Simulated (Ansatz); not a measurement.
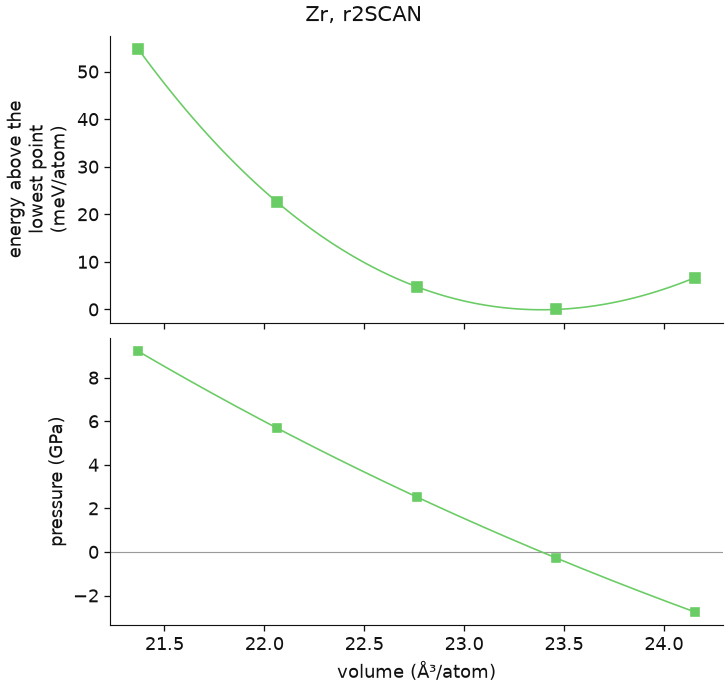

The picture above shows the energy above the lowest point and pressure against volume for Zr, space group Fm-3m (No. 225) (one of a set of cubic test structures, which need not be the stable phase).

Method: equation of state of a cubic crystal from periodic Kohn-Sham density functional theory without spin, third-order Birch-Murnaghan fit to the free energies; pressure corrected for the finite basis (Ansatz 0.2.0 development build). Level: r2SCAN.

- structure type: fcc
- atoms in cell: 1
- space group number: 225
- lattice centring: face-centred primitive
- k mesh: 13×13×13
- occupation method: Fermi–Dirac
- occupation width: 0.1 eV
- wave cutoff: 600 eV
- datasets: hand-made PAW
- density tolerance: 1e−09 eV
- bands: 10
- density cutoff ratio: 4
- search for lower states: default
- xc grid level: 2

Q: Give the fitted equation-of-state parameters.

A: A third-order Birch–Murnaghan fit gives V0 = 23.39 Å³/atom, B0 = 89.6 GPa.

Q: What does the pressure do across the range?

A: It falls from 9.2 GPa at volume 21.37 Å³/atom to −2.8 GPa at 24.16 Å³/atom, and changes sign near 23.39 Å³/atom.

Keep in mind: cubic model structure, not the ambient form.
